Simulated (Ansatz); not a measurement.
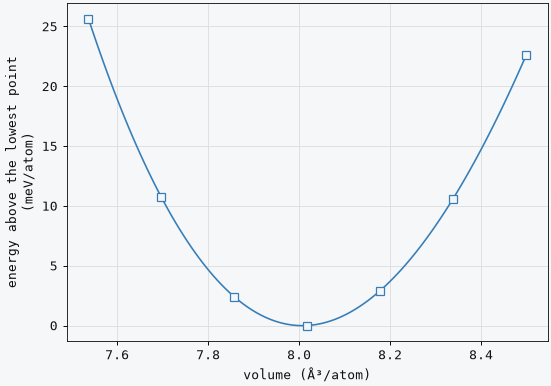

Energy above the lowest point against volume for SiO₂, space group Fm-3m (No. 225) (one of a set of cubic test structures, which need not be the stable phase).

A third-order Birch–Murnaghan fit gives V0 = 8.01 Å³/atom, B0 = 267 GPa and B′ = 4.4. The energy above the lowest point is 25.7 meV/atom at volume 7.5367 Å³/atom and 22.6 meV/atom at 8.4989 Å³/atom; the lowest computed point is at volume 8.0178 Å³/atom (0.0 meV/atom), and no other minimum shows.

Computed with Ansatz 0.2.0 development build: equation of state of a cubic crystal from periodic Kohn-Sham density functional theory without spin, third-order Birch-Murnaghan fit to the free energies; pressure corrected for the finite basis. Level: PBE.

- structure type: fluorite
- atoms in cell: 3
- space group number: 225
- lattice centring: face-centred primitive
- k mesh: 41×41×41
- occupation method: Fermi–Dirac
- occupation width: 0.06123 eV
- wave cutoff: 420 eV
- datasets: soft-1 PAW
- density tolerance: 1e−07 eV
- bands: 12
- density cutoff ratio: 4
- search for lower states: default

Keep in mind: cubic model structure, not the ambient form.
